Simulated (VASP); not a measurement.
## GaAs: GW quasiparticle gap

Aim: the quasiparticle gap of GaAs, and what it costs to get it. The cell is of the zinc-blende type, one of the forms listed for this formula. The start is a cell from a database of measured crystal structures.

Method: PBE; plane waves and PAW (Ga_d_GW, As_GW), in the first sound run; inputs show where later runs differ, in VASP 6.6.1.

**What experiment says.**

For GaAs, zincblende (semi-insulating GaAs(001) reference substrate with native oxide, 300 K), “Evidence of valence band perturbations in GaAsN/GaAs(001): A combined variable-angle spectroscopic ellipsometry and modulated photoreflectance investigation” (2008, arxiv:0805.2212) gives, by variable-angle spectroscopic ellipsometry, parametric critical-point fit: band gap (direct gap E0 at Gamma from ellipsometry) 1.412 ± 0.01 eV.

**1. Starting point**

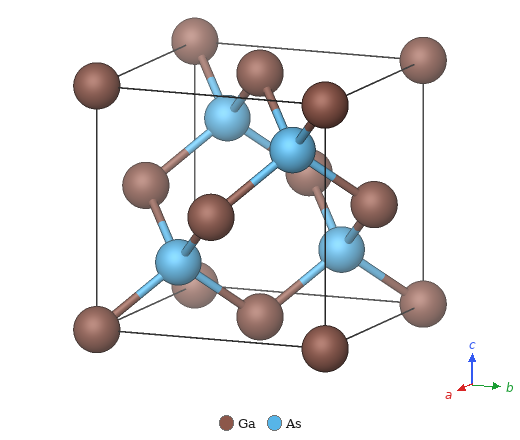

The cell as given, slightly off an axis (gallium brown, arsenic blue). This picture shows the conventional cell, with its axes. Bonds to atoms that aren't drawn are left out. Some periodic images of atoms are drawn too.

**2. Ground state, k-mesh 4×4×4**

The orbitals come from a self-consistent PBE run with a tight EDIFF and a narrow smearing. KPOINTS_OPT adds the bands along a path, which shows whether the mesh holds the band edges.

The input, INCAR:

```
SYSTEM = GaAs
PREC = Accurate
ENCUT = 430
EDIFF = 1E-08
NELM = 100
ISMEAR = 0
SIGMA = 0.01
LREAL = .FALSE.
ALGO = Normal
GGA = PE
NBANDS = 15
LORBIT = 11
LWAVE = .TRUE.
LCHARG = .FALSE.
KPAR = 8
```

The input, POSCAR:

```
GaAs
1.0
    0.0000000000      2.8268500000      2.8268500000
    2.8268500000      0.0000000000      2.8268500000
    2.8268500000      2.8268500000      0.0000000000
Ga As
1 1
Direct
    0.0000000000      0.0000000000      0.0000000000
    0.2500000000      0.2500000000      0.2500000000
```

The input, KPOINTS:

```
Automatic mesh
0
Gamma
4 4 4
0 0 0
```

The input, KPOINTS_OPT:

```
Line mode
12
Line-mode
Reciprocal
  0.00000000   0.00000000   0.00000000 GAMMA
  0.50000000   0.00000000   0.50000000 X

  0.50000000   0.00000000   0.50000000 X
  0.50000000   0.25000000   0.75000000 W

  0.50000000   0.25000000   0.75000000 W
  0.37500000   0.37500000   0.75000000 K

  0.37500000   0.37500000   0.75000000 K
  0.00000000   0.00000000   0.00000000 GAMMA

  0.00000000   0.00000000   0.00000000 GAMMA
  0.50000000   0.50000000   0.50000000 L

  0.50000000   0.50000000   0.50000000 L
  0.62500000   0.25000000   0.62500000 U

  0.62500000   0.25000000   0.62500000 U
  0.50000000   0.25000000   0.75000000 W

  0.50000000   0.25000000   0.75000000 W
  0.50000000   0.50000000   0.50000000 L

  0.50000000   0.50000000   0.50000000 L
  0.37500000   0.37500000   0.75000000 K

  0.62500000   0.25000000   0.62500000 U
  0.50000000   0.00000000   0.50000000 X
```

Potentials, in the order of the species: Ga_d_GW and As_GW (PBE family, release 64).

Started as:

```sh
> mpirun -np 8 vasp_std
```

What it wrote:

```text
[banner, memory and clock lines left out]
running    8 mpi-ranks, on    1 nodes
 distrk:  each k-point on    1 cores,    8 groups
 distr:  one band on    1 cores,    1 groups

 POSCAR found type information on POSCAR GaAs
 POSCAR found :  2 types and       2 ions
|                                                                             |
|           W    W    AA    RRRRR   N    N  II  N    N   GGGG   !!!           |
|           W    W   A  A   R    R  NN   N  II  NN   N  G    G  !!!           |
|           W    W  A    A  R    R  N N  N  II  N N  N  G       !!!           |
|           W WW W  AAAAAA  RRRRR   N  N N  II  N  N N  G  GGG   !            |
|           WW  WW  A    A  R   R   N   NN  II  N   NN  G    G                |
|           W    W  A    A  R    R  N    N  II  N    N   GGGG   !!!           |
|                                                                             |
|     For optimal performance we recommend to set                             |
|       NCORE = 2 up to number-of-cores-per-socket                            |
|     NCORE specifies how many cores store one orbital (NPAR=cpu/NCORE).      |
|     This setting can greatly improve the performance of VASP for DFT.       |
|     The default, NCORE=1 might be grossly inefficient on modern             |
|     multi-core architectures or massively parallel machines. Do your        |
|     Unfortunately you need to use the default for GW and RPA                |
|     calculations (for HF NCORE is supported but not extensively tested      |
|     yet).                                                                   |
|                                                                             |

 LDA part: xc-table for (Slater+PW92), standard interpolation
 POSCAR, INCAR and KPOINTS ok, starting setup
 FFT: planning ... GRIDC
 FFT: planning ... GRID_SOFT
 FFT: planning ... GRID
 WAVECAR not read
 entering main loop
       N       E                     dE             d eps       ncg     rms          rms(c)
DAV:   1     0.109272797062E+03    0.10927E+03   -0.96964E+03   264   0.128E+03
DAV:   2    -0.174648224308E+01   -0.11102E+03   -0.10751E+03   254   0.291E+02
DAV:   3    -0.806196051123E+01   -0.63155E+01   -0.62769E+01   324   0.681E+01
DAV:   4    -0.825532315733E+01   -0.19336E+00   -0.19333E+00   317   0.134E+01
DAV:   5    -0.825731194791E+01   -0.19888E-02   -0.19888E-02   346   0.106E+00    0.424E+00
DAV:   6    -0.808435041180E+01    0.17296E+00   -0.29810E-01   381   0.117E+01    0.245E+00
DAV:   7    -0.805930565640E+01    0.25045E-01   -0.79050E-02   317   0.235E+00    0.792E-01
DAV:   8    -0.806094389947E+01   -0.16382E-02   -0.78781E-03   277   0.578E-01    0.126E-01
DAV:   9    -0.806143809334E+01   -0.49419E-03   -0.11153E-03   304   0.306E-01    0.490E-02
DAV:  10    -0.806160892912E+01   -0.17084E-03   -0.19163E-04   268   0.115E-01    0.903E-03
DAV:  11    -0.806162799490E+01   -0.19066E-04   -0.26961E-05   324   0.530E-02    0.338E-03
DAV:  12    -0.806162833544E+01   -0.34054E-06   -0.15416E-06   300   0.101E-02    0.961E-04
DAV:  13    -0.806162824828E+01    0.87163E-07   -0.99714E-08   378   0.384E-03    0.128E-04
DAV:  14    -0.806162825477E+01   -0.64870E-08   -0.67280E-09   211   0.675E-04
   1 F= -.80616283E+01 E0= -.80616283E+01  d E =-.726532E-16
 Start KPOINTS_OPT (optional k-point list driver)
k-point batch [1-8\120]
       N       E                     dE             ncg
DAV:   1     0.225883701889E+03   -0.15499E+04      240
DAV:   2    -0.824794751787E+03   -0.10507E+04      247
DAV:   3    -0.891596206605E+03   -0.66801E+02      331
DAV:   4    -0.893493428231E+03   -0.18972E+01      279
DAV:   5    -0.893551425245E+03   -0.57997E-01      369
DAV:   6    -0.893552555830E+03   -0.11306E-02      322
DAV:   7    -0.893552578446E+03   -0.22616E-04      369
DAV:   8    -0.893552578719E+03   -0.27266E-06      308
DAV:   9    -0.893552578720E+03   -0.15488E-08      290
[...]
k-point batch [113-120\120]
       N       E                     dE             ncg
DAV:   1     0.189547333554E+02   -0.48759E+04      256
DAV:   2    -0.937047311087E+03   -0.95600E+03      261
DAV:   3    -0.986406555110E+03   -0.49359E+02      352
DAV:   4    -0.988094246044E+03   -0.16877E+01      311
DAV:   5    -0.988108123539E+03   -0.13877E-01      352
DAV:   6    -0.988108622050E+03   -0.49851E-03      332
DAV:   7    -0.988108625711E+03   -0.36609E-05      352
DAV:   8    -0.988108625796E+03   -0.85442E-07      360
DAV:   9    -0.988108625797E+03   -0.11405E-08      288
 writing wavefunctions
```

It took 6.4 s on 8 MPI ranks of Intel Xeon 6975P-C (Granite Rapids), shared host; peak memory 1.2 GiB.

The logs omit lines about the potential files and the build; timing stands in the text.

From OUTCAR (step 2):

```text
ion  position               nearest neighbor table
   1  0.000  0.000  0.000-   2 2.45   2 2.45   2 2.45   2 2.45
   2  0.250  0.250  0.250-   1 2.45   1 2.45   1 2.45   1 2.45

  LATTYP: Found a face centered cubic cell.
 ALAT       =     5.6537000000

 Subroutine GETGRP returns: Found 24 space group operations
 (whereof 24 operations were pure point group operations)

The static configuration has the point symmetry T_d .

 Found      8 irreducible k-points:

   k-points           NKPTS =      8   k-points in BZ     NKDIM =      8   number of bands    NBANDS=     15

   dimension x,y,z NGX =    28 NGY =   28 NGZ =   28
   dimension x,y,z NGXF=    56 NGYF=   56 NGZF=   56

   ENCUT  =  430.0 eV  31.60 Ry    5.62 a.u.   6.76  6.76  6.76*2*pi/ulx,y,z

   NELECT =      18.0000    total number of electrons

 k-points in reciprocal lattice and weights: Automatic mesh
   0.00000000  0.00000000  0.00000000       0.016
   0.25000000  0.00000000  0.00000000       0.125
   0.50000000  0.00000000  0.00000000       0.062
   0.25000000  0.25000000  0.00000000       0.094
   0.50000000  0.25000000  0.00000000       0.375
  -0.25000000  0.25000000  0.00000000       0.188
   0.50000000  0.50000000  0.00000000       0.047
  -0.25000000  0.50000000  0.25000000       0.094

 average (electrostatic) potential at core
       1 -66.4744       2 -50.3115

 E-fermi :   3.9510

 k-point     1 :       0.0000    0.0000    0.0000
  band No.  band energies     occupation
    ...
      5     -10.8875      2.00000
      6      -8.8339      2.00000
      7       3.8972      2.00000
      8       3.8972      2.00000
      9       3.8972      2.00000
     10       4.3943      0.00000
     11       7.5878      0.00000
     12       7.5878      0.00000
     13       7.5878      0.00000
     14      11.4783      0.00000
    ...

 k-point     2 :       0.2500    0.0000    0.0000
  band No.  band energies     occupation
    ...
      5     -10.8871      2.00000
      6      -8.1410      2.00000
      7      -0.2572      2.00000
      8       3.2132      2.00000
      9       3.2132      2.00000
     10       5.3208      0.00000
     11       8.4566      0.00000
     12       8.4566      0.00000
     13       9.8399      0.00000
     14      12.8423      0.00000
    ...

 k-point     3 :       0.5000    0.0000    0.0000
  band No.  band energies     occupation
    ...
      5     -10.8833      2.00000
      6      -7.0641      2.00000
      7      -2.7656      2.00000
      8       2.7475      2.00000
      9       2.7475      2.00000
     10       4.8709      0.00000
     11       8.4956      0.00000
     12       8.4956      0.00000
     13      11.6335      0.00000
     14      14.3038      0.00000
    ...

  Total        1.0227464      1.0227464      1.0227464      0.0000000     -0.0000000      0.0000000
  in kB       36.2693887     36.2693887     36.2693887      0.0000000     -0.0000000      0.0000000
  external PRESSURE =      36.2693887 kB  Pullay stress =       0.0000000 kB

  energy-cutoff  :      430.00
  volume of cell :       45.18
      direct lattice vectors                 reciprocal lattice vectors
     0.000000000  2.826850000  2.826850000    -0.176875321  0.176875321  0.176875321
     2.826850000  0.000000000  2.826850000     0.176875321 -0.176875321  0.176875321
     2.826850000  2.826850000  0.000000000     0.176875321  0.176875321 -0.176875321

 POSITION                                       TOTAL-FORCE (eV/Angst)
 -----------------------------------------------------------------------------------
      0.00000      0.00000      0.00000        -0.000000     -0.000000     -0.000000
      1.41342      1.41342      1.41342         0.000000      0.000000      0.000000
 -----------------------------------------------------------------------------------
    total drift:                                0.000016      0.000016      0.000016

  FREE ENERGIE OF THE ION-ELECTRON SYSTEM (eV)
  ---------------------------------------------------
  free  energy   TOTEN  =        -8.0616282548 eV

  energy  without entropy=       -8.0616282548  energy(sigma->0) =       -8.06162825

 total charge
# of ion       s       p       d       tot
------------------------------------------
    1        0.858   0.813   9.949  11.620
    2        1.177   1.600   0.030   2.807
--------------------------------------------------
tot          2.035   2.414   9.979  14.428

[... 3 further parts left out ...]
```

Numbers from this step:

* free energy (TOTEN): -8.062 eV
* Fermi energy: 3.951 eV
* pressure: 3.627 GPa
* least gap on mesh and path: 0.4971 eV
* least direct gap on mesh and path: 0.4971 eV

The highest empty bands on the path are converged less tightly, to about 0.1 eV. The electronic bands at the labelled points (eV, zero at the valence-band top; v1 is the highest filled band, c1 the lowest empty one):

| point | v3 | v2 | v1 | c1 | c2 | c3 | c4 |
| --- | --- | --- | --- | --- | --- | --- | --- |
| Γ | 0.00 | 0.00 | 0.00 | 0.50 | 3.69 | 3.69 | 3.69 |
| X | -6.85 | -2.69 | -2.69 | 1.43 | 1.63 | 10.13 | 10.13 |
| W | -6.66 | -3.55 | -3.36 | 4.60 | 4.70 | 5.37 | 6.01 |
| K | -6.66 | -3.88 | -2.27 | 1.93 | 4.61 | 7.92 | 8.02 |
| Γ | 0.00 | 0.00 | 0.00 | 0.50 | 3.69 | 3.69 | 3.69 |
| L | -6.66 | -1.15 | -1.15 | 0.97 | 4.60 | 4.60 | 7.74 |
| U | -6.66 | -3.88 | -2.27 | 1.93 | 4.61 | 7.92 | 8.02 |
| W | -6.66 | -3.55 | -3.36 | 4.60 | 4.70 | 5.37 | 6.01 |
| L | -6.66 | -1.15 | -1.15 | 0.97 | 4.60 | 4.60 | 7.74 |
| K | -6.66 | -3.88 | -2.27 | 1.93 | 4.61 | 7.92 | 8.02 |
| jump to U | -6.66 | -3.88 | -2.27 | 1.93 | 4.61 | 7.92 | 8.02 |
| X | -6.85 | -2.69 | -2.69 | 1.43 | 1.63 | 10.13 | 10.13 |

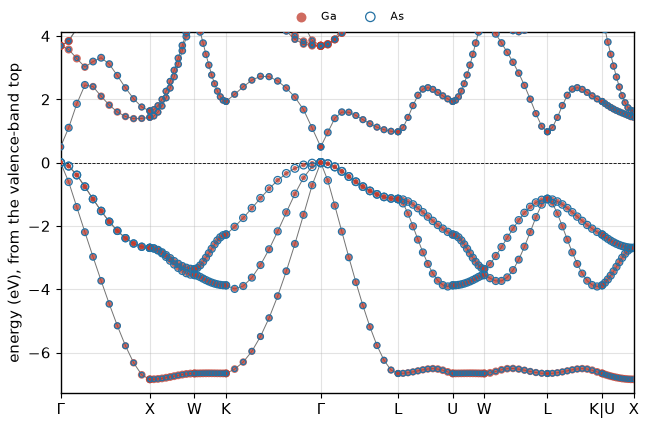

Electronic bands along the path; dots are coloured as in the legend, and their area grows with the weight.

The cell has a gap of 0.497 eV on mesh and path and a pressure of +3.6 GPa, which holds the misfit of the given cell and coordinates with this functional, and any error of cutoff, mesh and data sets. Spin-orbit coupling is left out, which can shift or reorder these edges.

**3. Empty bands, k-mesh 4×4×4**

The next step needs empty bands that the ground-state run didn't converge, so the Hamiltonian is diagonalised exactly for NBANDS bands, in a single step. LOPTICS writes the k-derivatives of the orbitals (WAVEDER), which give the long-wavelength limit of the screening.

The input, INCAR:

```
SYSTEM = GaAs
PREC = Accurate
ENCUT = 430
ISMEAR = 0
SIGMA = 0.01
LREAL = .FALSE.
GGA = PE
NBANDS = 104
ALGO = Exact
NELM = 1
LWAVE = .TRUE.
LCHARG = .FALSE.
LOPTICS = .TRUE.
NEDOS = 1000
CSHIFT = 0.1
```

POSCAR is that of step 2.

KPOINTS is that of step 2.

Started as:

```sh
> mpirun -np 8 vasp_std
```

What it wrote:

```text
[banner, memory and clock lines left out]
running    8 mpi-ranks, on    1 nodes
 distrk:  each k-point on    8 cores,    1 groups
 distr:  one band on    1 cores,    8 groups

 POSCAR found type information on POSCAR GaAs
 POSCAR found :  2 types and       2 ions
 [... a notice as in an earlier step ...]

 LDA part: xc-table for (Slater+PW92), standard interpolation
 found WAVECAR, reading the header
  number of bands has changed, file:    15 present:   104
  trying to continue reading WAVECAR, but it might fail
 POSCAR, INCAR and KPOINTS ok, starting setup
 FFT: planning ... GRIDC
 FFT: planning ... GRID_SOFT
 FFT: planning ... GRID
 reading WAVECAR
 random initialization beyond band           15
 the WAVECAR file was read successfully
 initial charge from wavefunction
 entering main loop
       N       E                     dE             d eps       ncg     rms          rms(c)
DIA:   1    -0.806162825783E+01   -0.80616E+01    0.00000E+00     0   0.000E+00
   1 F= -.80616283E+01 E0= -.80616283E+01  d E =-.526497E-47
 writing wavefunctions
 optical routines
 imaginary and real dielectric function
 recalculating local potential from charge density
 direction            1
 direction            2
 direction            3
```

It took 4.2 s on 8 MPI ranks; peak memory 1.1 GiB.

OUTCAR, selected parts (step 3):

```text
The static configuration has the point symmetry T_d .

 Found      8 irreducible k-points:

   k-points           NKPTS =      8   k-points in BZ     NKDIM =      8   number of bands    NBANDS=    104

   NELECT =      18.0000    total number of electrons

 E-fermi :   3.9975

 k-point     1 :       0.0000    0.0000    0.0000
  band No.  band energies     occupation
    ...
      5     -10.8875      2.00000
      6      -8.8339      2.00000
      7       3.8972      2.00000
      8       3.8972      2.00000
      9       3.8972      2.00000
     10       4.3942      0.00000
     11       7.5878      0.00000
     12       7.5878      0.00000
     13       7.5878      0.00000
     14      11.4783      0.00000
    ...

  Total        1.0240098      1.0240098      1.0240098      0.0000000      0.0000000      0.0000000
  in kB       36.3141923     36.3141923     36.3141923      0.0000000      0.0000000      0.0000000
  external PRESSURE =      36.3141923 kB  Pullay stress =       0.0000000 kB

  FREE ENERGIE OF THE ION-ELECTRON SYSTEM (eV)
  ---------------------------------------------------
  free  energy   TOTEN  =        -8.0616282578 eV

  energy  without entropy=       -8.0616282578  energy(sigma->0) =       -8.06162826

 plasma frequency squared (from intraband transitions) (eV^2)
  --------------------------------------------------------------------------------------
       0.000       0.000       0.000
       0.000       0.000      -0.000
       0.000      -0.000       0.000

[... 14 parts as in an earlier step ...]
```

WAVECAR now holds 104 bands for 18 electrons. Its independent-particle dielectric tensor has xx, yy, zz = 154.5, 154.5, 154.5 on this mesh, which isn't tested for convergence in mesh or bands and lacks local fields. A value this large is set by the few k points at the smallest gap, and it enters the screening of any GW step.

(Part 1 of 3 ends here.)

[Lines on the potential files, build, host, timing and source positions are cut from VASP's logs without a mark.]

[Logs are printed without paths, hosts, clocks, repeated set-up lines and the standing remarks that a program may print on its own settings, such as how far it seeks lower states.]

[Hosts, paths, dates, database ids (printed as entryN), source tags and the programs' standing remarks are cut or masked in the printed files.]

[Pressures printed for these runs are not shown converged in the cutoff: they can be off by several GPa and have the wrong sign.]
